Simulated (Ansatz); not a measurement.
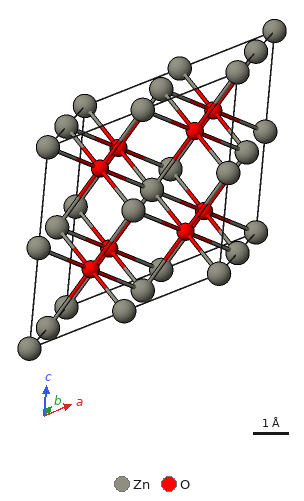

Starting frame of a dynamics run of a 16-atom cell of ZnO (set up in Fm-3m). Style: ball-and-stick. Shown: the reduced simulation cell, slightly off an axis. Bonds to atoms that aren't drawn are left out. Lengths and directions refer to the drawn axes.

All numbers below come from Ansatz 0.2.0, DFT PBE+D3(BJ), scalar-relativistic, plane waves, PAW.

Input file:
```yaml
crystal:
  lattice:
    - [0.0, 4.3959811267, -4.3959811267]
    - [-4.3959811267, 0.0, -4.3959811267]
    - [-4.3959811267, 4.3959811267, 0.0]
  atoms:
    - { symbol: Zn, position: [0.5, 0.5, 0.0] }
    - { symbol: Zn, position: [0.0, 0.5, 0.0] }
    - { symbol: Zn, position: [0.5, 0.0, 0.0] }
    - { symbol: Zn, position: [0.0, 0.0, 0.0] }
    - { symbol: Zn, position: [0.5, 0.5, 0.5] }
    - { symbol: Zn, position: [0.0, 0.5, 0.5] }
    - { symbol: Zn, position: [0.5, 0.0, 0.5] }
    - { symbol: Zn, position: [0.0, 0.0, 0.5] }
    - { symbol: O, position: [0.75, 0.75, 0.25] }
    - { symbol: O, position: [0.25, 0.75, 0.25] }
    - { symbol: O, position: [0.75, 0.25, 0.25] }
    - { symbol: O, position: [0.25, 0.25, 0.25] }
    - { symbol: O, position: [0.75, 0.75, 0.75] }
    - { symbol: O, position: [0.25, 0.75, 0.75] }
    - { symbol: O, position: [0.75, 0.25, 0.75] }
    - { symbol: O, position: [0.25, 0.25, 0.75] }
basis:
  ecutwfc: 420
kpoints:
  mp_grid: { grid: [2, 2, 2], shift: [0.5, 0.5, 0.5] }
hamiltonian:
  xc: pbe
  dispersion: d3bj
scf:
  occupations: { method: fermi_dirac, width: 0.1034 }
  lower_state_search: "off"
  convergence: { dr2_threshold: 1.0e-07 }
output:
  forces: true
  stress: true
md:
  timestep: 2.0
  n_steps: 82
  ensemble: nvt_langevin
  temperature: 1200.0
  initial_velocities: maxwell_boltzmann
  seed: 52898
  friction: 0.02
```

Launched with:
```bash
ansatz run input.yaml --threads 4 --pin off --max-ram 5120MiB --backend cpu --events-out ev --progress --plain --runs-dir out
```

### Predict how the run goes.

The mean temperature in the second half is 1060 K (standard deviation 185 K). The potential energy in the second half lies on average 143 meV per atom above the first frame. The mean pressure there is 1.2 GPa. Root-mean-square distances from the starting positions over the second half, with the common drift of all atoms taken out: O 0.33 Å, Zn 0.32 Å. That is small against the typical shortest distance between atoms in the first frame, about 2.2 Å: the atoms vibrate about their sites and the arrangement holds.

Along the run (each row but the first and the last is the mean over the interval that it begins):

| time (fs) | potential energy (meV/atom) | T (K) | p (GPa) |
| --- | --- | --- | --- |
| 0.0 | 0.0 | 1125 | -9.1 |
| 16.0 | 74.7 | 715 | -5.6 |
| 32.0 | 113.8 | 936 | -3.4 |
| 48.0 | 118.6 | 1023 | -1.3 |
| 64.0 | 94.0 | 1056 | -1.1 |
| 80.0 | 103.8 | 1089 | -1.0 |
| 96.0 | 160.6 | 1036 | 0.9 |
| 112.0 | 189.8 | 750 | 3.4 |
| 128.0 | 139.8 | 1193 | 1.8 |
| 144.0 | 125.0 | 1190 | 0.8 |
| 160.0 | 119.5 | 1229 | 0.8 |

The paths of the atoms:

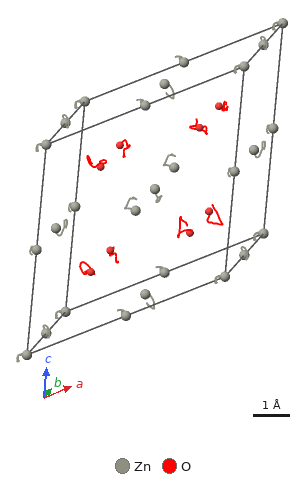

The run took of the order of 11 core-minutes on a shared host.
